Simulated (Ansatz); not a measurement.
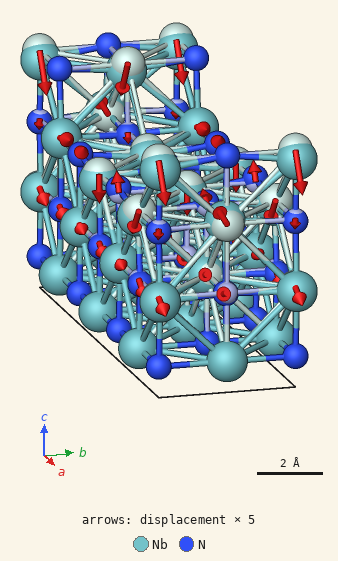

A constrained relaxation of a slab of composition NbN (cut from the Fm-3m phase). The starting structure is drawn faded, the final one solid; red arrows show the displacements, 5 times their true length.

The picture is a ball-and-stick view of the cell of the calculation, outlined in the plane, without the vacuum, seen slightly off an axis.

Case: stripe over 1 of 3 cells, two steps. 12 atoms are held fixed.

Method: Ansatz, DFT PBE, scalar-relativistic, plane waves, PAW. (plane-wave cutoff 420 eV; k-point mesh 3 × 8 × 1; occupations gaussian; smearing width 0.1 eV; no spin polarisation; dipole correction; atoms relaxed in a fixed cell; force threshold 0.02 eV/Å; at most 45 steps)

Q: Atoms of which element are displaced furthest, and by how much?

A: Niobium: up to 0.30 Å, against 0.18 Å for nitrogen.

Q: What happened in the run?

A: The largest moves, 0.30 Å, are those of Nb atoms. By element the largest moves are Nb 0.30 Å, N 0.18 Å. The cell stays as it was. Some distances before and after: Nb–Nb 3.127 → 3.481 Å, Nb–Nb 3.127 → 2.830 Å, N–Nb 2.211 → 2.465 Å, Nb–Nb 3.127 → 2.909 Å. Bond angles that change, for instance: Nb–N–Nb 180.0° → 163.3°, Nb–N–Nb 180.0° → 163.8°, Nb–N–Nb 180.0° → 164.8°. The energy falls by 2.727 eV per cell of the calculation in 8 accepted moves (9 points after the start). The largest force component goes from 2.9 to 0.0092 eV/Å. The line search rejected the trial step at point 4 of the run.
